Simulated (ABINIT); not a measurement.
MgO₂: dielectric calculation (part 3 of 3)

MgO₂ (R-3m, 3 atoms in the cell); Kohn-Sham DFT of a periodic cell, LDA-PZ, JTH PAW LDA v2.0, no spin polarisation (ABINIT 10.8.3); cutoff 625.86 eV, 8×8×8 k-mesh, fixed occupations. The structure derives from a Materials Project entry. The geometry was changed: volume scaled by 0.96.

Geometry of the input (Å; fractional positions):
```
1.5831  0.9140  3.4468
-1.5831  0.9140  3.4468
0.0000  -1.8280  3.4468
Mg 0.0000  0.0000  0.0000
O  0.5712  0.5712  0.5712
O  0.4288  0.4288  0.4288
```

**File anaddb.abo, continued**
```
 Effective charge tensors after
 imposition of the charge neutrality (if requested by user),
 and eventual restriction to some part :
   atom    displacement
         1         1    2.012445E+00    2.098803E-16   -3.189089E-16
         1         2   -1.804938E-16    2.012445E+00   -4.654117E-16
         1         3    1.033211E-18   -2.149996E-13    2.054441E+00
         2         1   -1.006222E+00   -1.049402E-16    1.594544E-16
         2         2    9.091648E-17   -1.006222E+00    2.327059E-16
         2         3   -6.941612E-19    1.074998E-13   -1.027220E+00
         3         1   -1.006222E+00   -1.049402E-16    1.594544E-16
         3         2    8.957732E-17   -1.006222E+00    2.327059E-16
         3         3   -3.390540E-19    1.074998E-13   -1.027220E+00
 Now, the imaginary part of the dynamical matrix is zeroed

================================================================================

 anaddb : the run completed successfully.
```

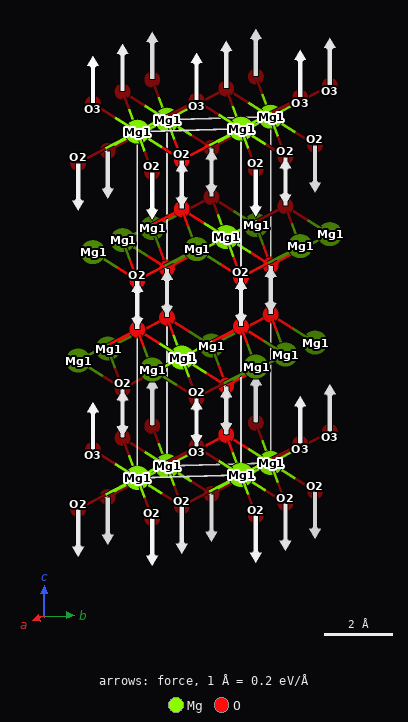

**Figure 1.** Forces on the atoms as white arrows (ball-and-stick view of the cell 3 times as large as that of the calculation, set on its symmetry axes, seen slightly off an axis; neighbours outside the cell are drawn fainter; atoms are numbered from 1 in the order of the input). The largest act on O2, O3 (0.30 eV/Å). The geometry is not a stationary point of this energy.

**Key numbers**

```tsv
quantity	value
outcome	converged
space group (tolerance 0.01 Å)	R-3m (166)
electrons treated	22
free energy	−2607.0892 eV
Fermi energy	4.399 eV
pressure	−4.90 GPa
largest force (length of the vector)	0.298 eV/Å
ε∞ (xx, yy, zz)	2.81, 2.81, 4.07
Born charges (mean of the diagonal)	Mg1 (2.03 e); O2, O3 (−1.01 e)
hardware	1 thread of Arm Neoverse V1, 112 GiB of memory available, shared host
wall time	9.9 min
peak memory	0.41 GiB
```
